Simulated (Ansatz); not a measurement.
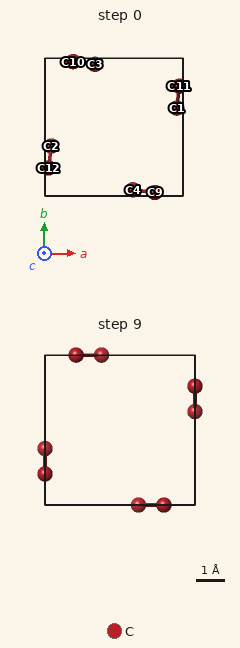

The structure of crystalline C (a generated structure, set up in P4/m) (coarse preliminary run) before (top) and after (bottom) a relaxation, at one scale.

Style: ball-and-stick. Shown: the cell of the calculation, along the c axis.

Computed with DFT PBE, scalar-relativistic, plane waves, PAW (Ansatz).

Input file:
```yaml
crystal:
  lattice:
    - [5.03494131, 0.0, 0.0]
    - [0.0, 5.03494131, 0.0]
    - [0.0, 0.0, 3.88848767]
  atoms:
    - { symbol: C, position: [0.954609, 0.63746353, 0.5] }
    - { symbol: C, position: [0.045391, 0.36253647, 0.5] }
    - { symbol: C, position: [0.36253647, 0.954609, 0.5] }
    - { symbol: C, position: [0.63746353, 0.045391, 0.5] }
    - { symbol: C, position: [0.20351015, 0.97451935, 0.18778569] }
    - { symbol: C, position: [0.79648985, 0.02548065, 0.18778569] }
    - { symbol: C, position: [0.02548065, 0.20351015, 0.18778569] }
    - { symbol: C, position: [0.97451935, 0.79648985, 0.18778569] }
    - { symbol: C, position: [0.79648985, 0.02548065, 0.81221431] }
    - { symbol: C, position: [0.20351015, 0.97451935, 0.81221431] }
    - { symbol: C, position: [0.97451935, 0.79648985, 0.81221431] }
    - { symbol: C, position: [0.02548065, 0.20351015, 0.81221431] }
basis:
  ecutwfc: 420
kpoints:
  mp_grid: { grid: [4, 4, 4] }
hamiltonian:
  xc: pbe
scf:
  occupations: { method: gaussian, width: 0.1 }
  lower_state_search: "off"
output:
  forces: true
  stress: true
  eigenvalues: true
relax:
  adjacent_minimum: "off"
  f_tol: 0.04
  max_steps: 70
  cell: { stress_tol: 0.4 }
```

Command:
```bash
ansatz run input.yaml --threads 1 --pin off --max-ram 2560MiB --backend cpu --events-out ev --progress --plain --runs-dir out
```

> What changed between the two?

The energy falls by 417 meV per atom in 7 accepted moves (9 points after the start). Largest force component: 6.6 eV/Å at the start, 0.0057 eV/Å at the end. The pressure goes from 41.25 to 0.01 GPa. At 2 points the geometry stayed and the basis and grid were re-selected for the new cell (energy shift of 12.3 meV per atom at most each time). The largest moves relative to the cell, 0.26 Å, are those of C1, C2, C3 and C4. C3 goes along [1 3 0]. The volume changes by +17.6 %, with a = b 5.035 → 5.474 Å (+8.7 %), c 3.888 → 3.868 Å (−0.5 %). Among the contacts that change: C10–C11 1.460 → 1.605 Å, C1–C2 1.458 → 1.350 Å, C5–C10 1.460 → 1.558 Å, C1–C11 1.458 → 1.481 Å. Bond angles that change, for instance: C8–C1–C11 112.8° → 102.5°, C2–C1–C8 120.0° → 128.7°, C3–C5–C10 146.4° → 141.3°. The space group (tolerance 0.01 Å) goes from P4/m (No. 83) to P4/mmm (No. 123). The run took 51 s on 1 thread of Arm Neoverse V1 (shared host), peak memory 0.36 GiB.
